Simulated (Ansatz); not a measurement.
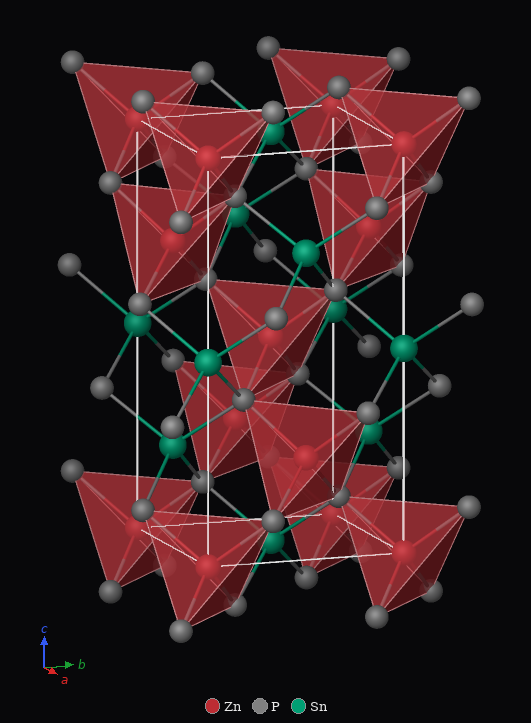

The image is a polyhedral drawing of a crystal, viewed slightly off an axis. The conventional unit cell is outlined; an atom on or near a face, edge or corner is repeated at each equivalent position. Some atoms of the next cells are drawn as well.

ZnSnP2, chalcopyrite, space group I-42d (No. 122), a = 5.650 Å, b = 5.650 Å, c = 11.327 Å, α = 90.00°, β = 90.00°, γ = 90.00°. It goes back to a structure type filled with these elements by a generator (whether the compound takes this form wasn't checked). Earlier steps of the study may have refined or changed the cell and positions. It went into a calculation with Ansatz.

This one geometry was computed with Ansatz (DFT, plane waves, PAW) at five levels of theory: r2SCAN, PBE, PBE with spin-orbit coupling, PBE0 and HSE06. It was relaxed beforehand with r2SCAN.

**Which level gives the highest pressure at this volume, and what does that say about its equilibrium volume?**

Highest: PBE (2.0 GPa) and PBE with spin-orbit coupling (2.0 GPa), which points to the largest equilibrium volume. Lowest, with the smallest volume: r2SCAN (0.0 GPa), PBE0 (0.2 GPa) and HSE06 (0.4 GPa). Levels within 0.5 GPa of each other can't be told apart.

**How does the band gap change with the level of theory?**

PBE with spin-orbit coupling: a gap of 0.81 eV, direct; PBE: a gap of 0.83 eV, direct; r2SCAN: a gap of 1.25 eV, direct; HSE06: a gap of 1.68 eV, direct; PBE0: a gap of 2.28 eV, direct.

**Collect the results in a table.**

| level | cutoff (eV) | k-mesh of the run's cell | gap (eV) | pressure (GPa) |
| --- | --- | --- | --- | --- |
| r2SCAN | 500 | 6×6×6 | 1.25 | 0.0 |
| PBE | 420 | 6×6×6 | 0.83 | 2.0 |
| PBE with spin-orbit coupling | 420 | 6×6×6 | 0.81 | 2.0 |
| PBE0 | 420 | 4×4×4 | 2.28 | 0.2 |
| HSE06 | 420 | 4×4×4 | 1.68 | 0.4 |

Gaps are taken on the k-mesh or band path of each run.
